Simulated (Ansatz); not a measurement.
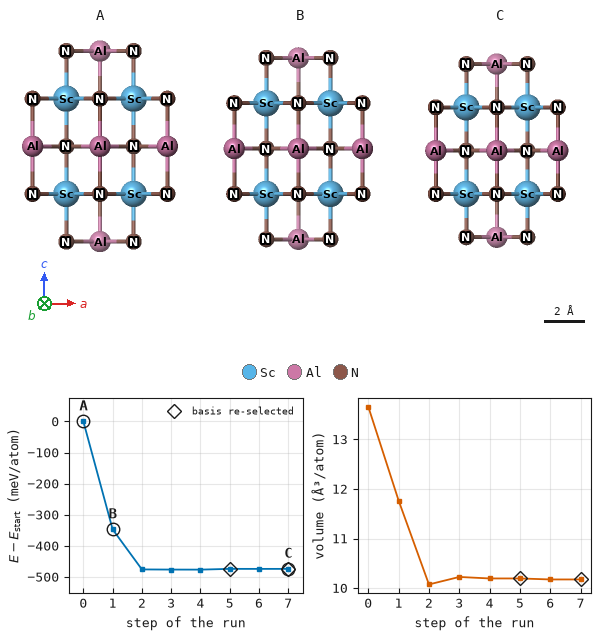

Frames of a relaxation of solid ScAlN2 (a generated structure, set up in P4/mmm) (coarse preliminary run), marked on the history of the run. Style: ball-and-stick. Shown: the cell of the calculation, along the b axis.

Method: Ansatz 0.2.0, DFT PBE, scalar-relativistic, plane waves, PAW. Settings: plane-wave cutoff 420 eV; k-point mesh 6 × 6 × 4; occupations gaussian; smearing width 0.1 eV; no spin polarisation; cell and atoms relaxed; force threshold 0.04 eV/Å; at most 70 steps.

Describe the path.

After 5 accepted moves (7 points after the start) the energy has fallen by 474 meV per atom. All forces vanish by symmetry, so only the cell relaxes. The pressure goes from −33.41 to 0.00 GPa. The SCF was repeated twice at an unchanged geometry on a basis and grid sized afresh for the cell, which shifted the energy by 2.4 meV per atom at most. No atom moves by more than 0.005 Å relative to the cell. The drawn cell changes as follows: a = b 3.381 → 3.060 Å (−9.5 %), c 4.781 → 4.345 Å (−9.1 %); the volume changes by −25.5 %. Near-neighbour distances that change, for instance: Sc–Sc 3.381 → 3.060 Å, Al–N 2.391 → 2.164 Å, N–Sc 2.391 → 2.164 Å. The space group stays P4/mmm (No. 123). From step 0 to 1: volume −13.9 %, energy −347 meV per atom. From step 1 to 7: volume −13.5 %, energy −127 meV per atom.

```
step  E − E(0), meV/atom  pressure, GPa  volume, Å³/atom                      note
   0                0.00         -33.41           13.661                          
   1             -347.19         -22.56           11.766                          
   2             -475.91           2.58           10.073                          
   3             -476.40          -0.63           10.224                          
   4             -476.54           0.00           10.194                          
   5             -474.11          -0.43           10.194  same geometry, new basis
   6             -474.20           0.00           10.174                          
   7             -474.14           0.00           10.174  same geometry, new basis
```
